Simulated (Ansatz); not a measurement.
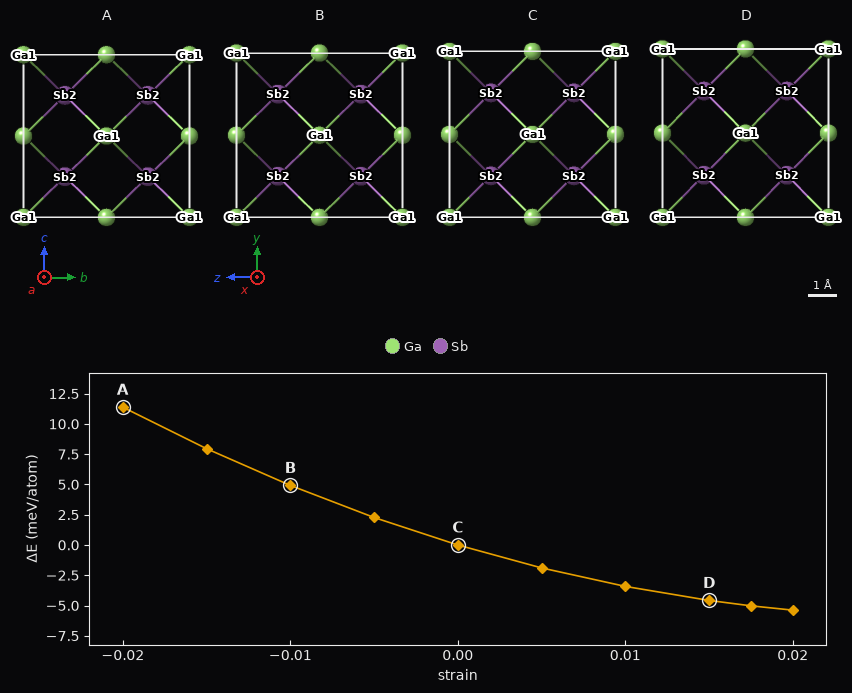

Energy scan for crystalline GaSb (F-43m), in which the cell is strained along y alone, with the atoms kept at their fractional coordinates. x, y and z are the Cartesian axes of the input. The lettered frames are marked on the plot. A ball-and-stick model of the conventional cell (4 times the calculation's cell), seen along the a axis. Lengths and directions refer to the drawn axes.

The calculation used Ansatz, DFT PBE, scalar-relativistic, plane waves, PAW. (plane-wave cutoff 420 eV; k-point mesh 14 × 14 × 14; occupations gaussian; smearing width 0.15 eV; no spin polarisation). Energies (free energies at the smearing named) are counted from the cell as listed in its source, which wasn't relaxed.

Read off the main features of the energy profile.

The lowest computed point lies at the strain 0.02 (−5.4 meV/atom). The energy is still falling at the end of the range, so the minimum along this coordinate lies there or beyond. The unrelaxed reference is under a pressure of 2.3 GPa, which tilts the curve. The distortion takes the space group from F-43m to I-4m2. At the strain −0.02 the cell of the drawing goes c 6.118 → 5.996 Å.

The computed points:

| strain | ΔE (meV/atom) |
| --- | --- |
| −0.0200 | 11.4 |
| −0.0150 | 8.0 |
| −0.0100 | 4.9 |
| −0.0050 | 2.3 |
| 0.0000 | 0.0 |
| 0.0050 | −1.9 |
| 0.0100 | −3.4 |
| 0.0150 | −4.6 |
| 0.0175 | −5.0 |
| 0.0200 | −5.4 |
